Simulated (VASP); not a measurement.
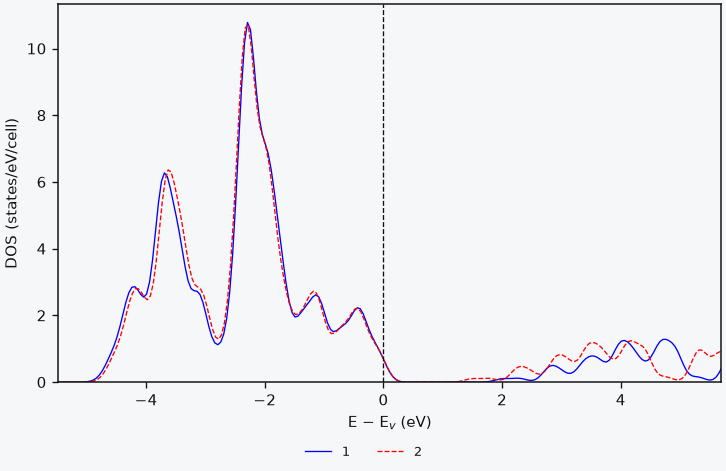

Total densities of states of AgBr, space group Fm-3m (No. 225), 2 atoms in the cell, rocksalt type, hydrostatic strain +1.5%, by two methods on the same cell. The curves are built from the levels of the k mesh with Gaussians 0.3 eV wide, which also blur the band edges. Each is counted from its own valence-band top.

> Which curve is which? The methods: r2SCAN (VASP), PBE (VASP).

1 is r2SCAN (VASP); 2 is PBE (VASP). r2SCAN (VASP) gives a gap of 1.25 eV and PBE (VASP) gives a gap of 0.69 eV.

Settings. r2SCAN (VASP): DFT, r2SCAN, plane waves, PAW, 8×8×8 k mesh, 520 eV cutoff (VASP). PBE (VASP): DFT, PBE, plane waves, PAW, 8×8×8 k mesh, 520 eV cutoff, Fermi-Dirac smearing of 0.02 eV (VASP 6.6.1).
